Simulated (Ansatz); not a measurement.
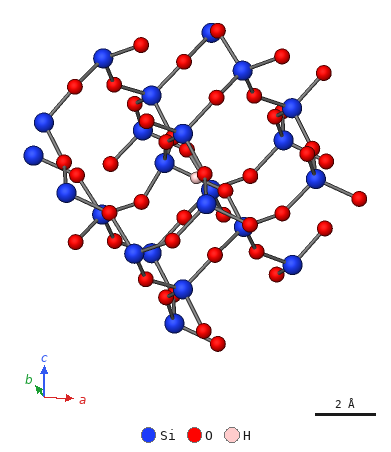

A defect cell of composition Si54O108H (cell charge +1), before the relaxation. The picture is a ball-and-stick view of the atoms within 5.8 Å of the atom that moves most (axes of the cell of the calculation (origin shifted)), seen slightly off an axis.

Theory: DFT, PBEsol, PAW, plane waves (Ansatz 0.2.0).

Set-up: plane-wave cutoff 420 eV; k-point mesh 1 × 1 × 1; mesh shifted by (0.25, 0.25, 0.25); no spin polarisation; atoms relaxed in a fixed cell; force threshold 0.03 eV/Å; at most 80 steps.

```
CELL_PARAMETERS angstrom
14.85246 0.00000 0.00000
-7.42623 12.86261 0.00000
0.00000 0.00000 10.88588
ATOMIC_POSITIONS crystal
Si 0.15646 0.99893 0.16640
Si 0.15574 0.99913 0.66652
Si 0.15480 0.33503 0.16546
Si 0.16031 0.33394 0.66630
Si 0.15441 0.66477 0.16636
Si 0.15937 0.66725 0.66691
Si 0.48967 0.99919 0.16732
Si 0.49149 0.00178 0.66556
Si 0.48982 0.33265 0.17106
Si 0.49025 0.33361 0.66748
Si 0.49001 0.66579 0.16713
Si 0.48952 0.66484 0.67082
Si 0.82301 0.00064 0.16859
Si 0.82497 0.00288 0.66846
Si 0.82306 0.33300 0.17009
Si 0.82451 0.33595 0.66991
Si 0.82407 0.66420 0.16743
Si 0.82359 0.66721 0.66694
Si 0.00122 0.15678 0.33222
Si 0.00376 0.15726 0.83267
Si 0.00096 0.48926 0.33474
Si 0.99999 0.49080 0.83244
Si 0.00395 0.82222 0.33263
Si 0.00320 0.82470 0.83227
Si 0.33606 0.16062 0.32933
Si 0.33445 0.15635 0.83246
Si 0.33357 0.49104 0.33560
Si 0.33626 0.49172 0.83456
Si 0.33437 0.82592 0.32819
Si 0.33364 0.82304 0.83404
Si 0.66711 0.15671 0.33186
Si 0.67025 0.15897 0.83555
Si 0.66980 0.49011 0.33397
Si 0.66646 0.48814 0.83340
Si 0.66649 0.82439 0.33248
Si 0.66671 0.82064 0.83526
Si 0.17839 0.17668 0.99845
Si 0.17889 0.17771 0.49992
Si 0.17439 0.50827 0.00201
Si 0.17481 0.50983 0.49934
Si 0.17682 0.84238 0.99657
Si 0.17812 0.84435 0.49905
Si 0.50922 0.17772 0.00055
Si 0.51148 0.17860 0.50062
Si 0.50936 0.51025 0.00046
Si 0.48491 0.50515 0.51225
Si 0.51082 0.84302 0.00197
Si 0.50890 0.84413 0.49742
Si 0.84293 0.17812 0.00023
Si 0.84229 0.17582 0.49954
Si 0.84431 0.51220 0.99899
Si 0.84533 0.51138 0.49919
Si 0.84344 0.84234 0.99866
Si 0.84368 0.84721 0.50223
O 0.13589 0.08594 0.10879
O 0.13667 0.08807 0.60405
O 0.13584 0.42008 0.10578
O 0.13779 0.42284 0.60837
O 0.13788 0.75475 0.10584
O 0.13886 0.75445 0.60712
O 0.46896 0.08636 0.10708
O 0.47112 0.08844 0.60933
O 0.47023 0.42375 0.11048
O 0.47004 0.42030 0.60794
O 0.47394 0.75341 0.10667
O 0.47011 0.75678 0.60924
O 0.80606 0.08995 0.10679
O 0.80082 0.08844 0.61052
O 0.80513 0.42398 0.10434
O 0.80499 0.42230 0.60657
O 0.80663 0.75532 0.10227
O 0.80248 0.75449 0.60603
O 0.24512 0.05098 0.27238
O 0.24411 0.04688 0.77664
O 0.24662 0.38366 0.27649
O 0.24436 0.38140 0.77312
O 0.24436 0.71864 0.27509
O 0.24294 0.71331 0.77536
O 0.57438 0.04729 0.27226
O 0.57892 0.04911 0.77050
O 0.57673 0.38090 0.27311
O 0.58135 0.38465 0.77485
O 0.57844 0.71537 0.27288
O 0.57782 0.71450 0.77086
O 0.91002 0.04763 0.27800
O 0.91018 0.04856 0.77328
O 0.91285 0.38231 0.27314
O 0.91284 0.38533 0.77629
O 0.91227 0.71595 0.27530
O 0.90931 0.71361 0.77234
O 0.28530 0.19681 0.44106
O 0.28460 0.19446 0.93785
O 0.28238 0.52867 0.44182
O 0.28633 0.52811 0.94268
O 0.28454 0.86005 0.43932
O 0.28273 0.85993 0.93956
O 0.61821 0.19438 0.44114
O 0.62043 0.19503 0.93623
O 0.63570 0.53412 0.42988
O 0.61654 0.52865 0.94067
O 0.61752 0.86165 0.44154
O 0.61593 0.86213 0.94098
O 0.95332 0.19578 0.43978
O 0.95260 0.19722 0.94174
O 0.95274 0.53080 0.44043
O 0.95153 0.52658 0.94275
O 0.94763 0.85968 0.44164
O 0.95413 0.86358 0.93784
O 0.08789 0.13609 0.39184
O 0.08653 0.13598 0.89039
O 0.08888 0.47154 0.39044
O 0.08954 0.46964 0.89131
O 0.08854 0.80234 0.38944
O 0.08969 0.80473 0.89538
O 0.42099 0.13427 0.39002
O 0.42352 0.13622 0.88914
O 0.42254 0.47163 0.39298
O 0.42157 0.47093 0.89405
O 0.42412 0.80740 0.39391
O 0.41957 0.80359 0.89092
O 0.75598 0.13912 0.39191
O 0.75544 0.13454 0.89334
O 0.75676 0.47076 0.39376
O 0.75649 0.47254 0.89450
O 0.75509 0.80425 0.39354
O 0.75628 0.80614 0.89355
O 0.04837 0.24425 0.22380
O 0.05093 0.24597 0.72678
O 0.04826 0.57796 0.22886
O 0.05177 0.58080 0.72513
O 0.04947 0.91187 0.22480
O 0.04746 0.91095 0.73161
O 0.38259 0.24689 0.22202
O 0.38533 0.24952 0.72598
O 0.38224 0.57561 0.22621
O 0.38110 0.57642 0.72532
O 0.38392 0.90822 0.22833
O 0.38213 0.91069 0.72824
O 0.71411 0.24473 0.22735
O 0.71621 0.24600 0.72665
O 0.71997 0.57984 0.22846
O 0.71403 0.57867 0.72598
O 0.71514 0.90938 0.22756
O 0.71345 0.90919 0.72786
O 0.19349 0.28401 0.06070
O 0.19706 0.28516 0.56094
O 0.19794 0.61820 0.06146
O 0.19574 0.61540 0.56029
O 0.19596 0.95170 0.06290
O 0.19440 0.95140 0.56039
O 0.52843 0.28328 0.05993
O 0.53081 0.28461 0.56099
O 0.53096 0.61826 0.05540
O 0.53004 0.61962 0.55769
O 0.52814 0.94935 0.06019
O 0.52680 0.94980 0.55906
O 0.86199 0.28379 0.05890
O 0.86415 0.28604 0.56372
O 0.86199 0.61764 0.06099
O 0.86035 0.61640 0.56010
O 0.86499 0.95397 0.06202
O 0.86340 0.95043 0.55917
H 0.56309 0.51826 0.46865
```

Where does the relaxation end?

Answer. The largest move is that of H163, 1.50 Å along [3 1 2]. By element the largest moves are H 1.50 Å, O 0.33 Å, Si 0.21 Å. The cell doesn't change. Near-neighbour distances that change, for instance: Si46–H163 1.177 → 2.260 Å, Si46–O99 2.245 → 1.759 Å, Si33–O99 1.451 → 1.774 Å, Si17–O141 1.570 → 1.644 Å. New bonds form, among them: Si46–O99 (2.25 → 1.76 Å). Bonds break, among them: Si46–H163 (1.18 → 2.26 Å). Among the angles between lasting bonds that change: Si33–O99–H163 136.5° → 112.8°, Si12–O154–Si46 129.2° → 141.4°, O81–Si33–O99 114.9° → 104.7°. Over 16 geometry steps the energy falls by 11.480 eV per cell of the calculation. Largest force component: 15 eV/Å at the start, 0.024 eV/Å at the end.

Step by step:

| step | E − E(0), meV/atom | largest force component, eV/Å |
| --- | --- | --- |
| 0 | 0.00 | 14.9754 |
| 1 | -29.44 | 7.3370 |
| 2 | -47.79 | 2.8856 |
| 3 | -50.65 | 2.0936 |
| 4 | -52.91 | 1.1847 |
| 5 | -54.62 | 1.4644 |
| 6 | -56.01 | 1.6808 |
| 7 | -57.72 | 1.7473 |
| 8 | -60.58 | 1.6418 |
| 9 | -64.77 | 2.2131 |
| 10 | -66.70 | 2.7989 |
| 11 | -69.05 | 0.9425 |
| 12 | -69.65 | 0.3768 |
| 13 | -69.98 | 0.9191 |
| 14 | -70.30 | 0.4309 |
| 15 | -70.38 | 0.2187 |
| 16 | -70.43 | 0.0235 |

After the run, drawn alike:

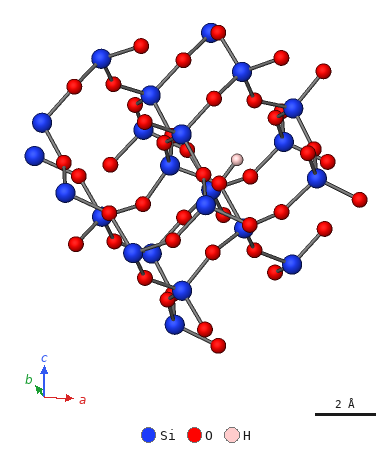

Limits of the set-up: the cell is charged, on a uniform background, and energies carry no finite-size correction.
